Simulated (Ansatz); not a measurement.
System: I, space group Im-3m (No. 229).

Structure:
```yaml
crystal:
  lattice:
    - [-2.07741, 2.07741, 2.07741]
    - [2.07741, -2.07741, 2.07741]
    - [2.07741, 2.07741, -2.07741]
  atoms:
    - { symbol: I, position: [0.00000, 0.00000, 0.00000] }
```

How it was computed, with Ansatz 0.2.0: periodic Kohn-Sham DFT of a crystal at fixed atoms, scaled to the stated factor times the given cell; pressure positive in compression. Level: PBE.

```tsv
setting	value
method	frozen-core PAW
relativity	scalar
k mesh	14×14×14
occupations	Fermi–Dirac
smearing width	0.03 eV
wave cutoff	420 eV
PAW set	soft_2
```

V(given) is 35.86 Å³/atom.

What does the calculation give for the pressure against V/V(given)? The V/V(given) takes the values 0.941, 0.970, 1.000, 1.030, 1.060.

The pressure falls from 1.695 GPa at V/V(given) 0.941 to −1.150 GPa at 1.060, and changes sign near 1.000. The volume at zero pressure from a fit of the pressures is 35.9 Å³/atom. The bulk modulus from that fit is 23.5 GPa.

```json
{"V/V(given)": "0.941", "pressure (GPa)": "1.695"}
{"V/V(given)": "0.970", "pressure (GPa)": "0.779"}
{"V/V(given)": "1.000", "pressure (GPa)": "0.008"}
{"V/V(given)": "1.030", "pressure (GPa)": "-0.628"}
{"V/V(given)": "1.060", "pressure (GPa)": "-1.150"}
```

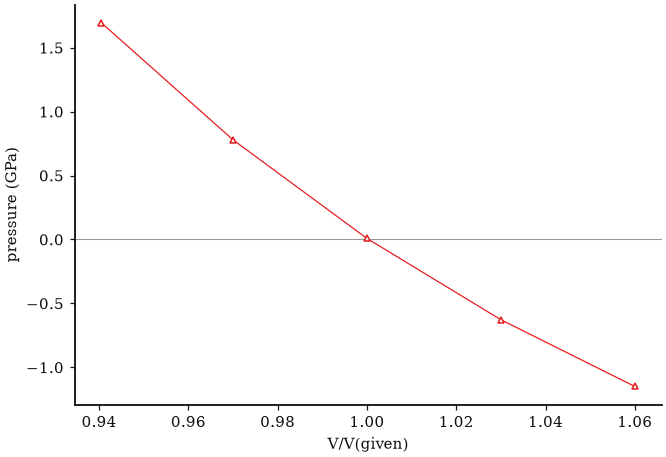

Caveats: no spin-orbit coupling on heavy atoms.
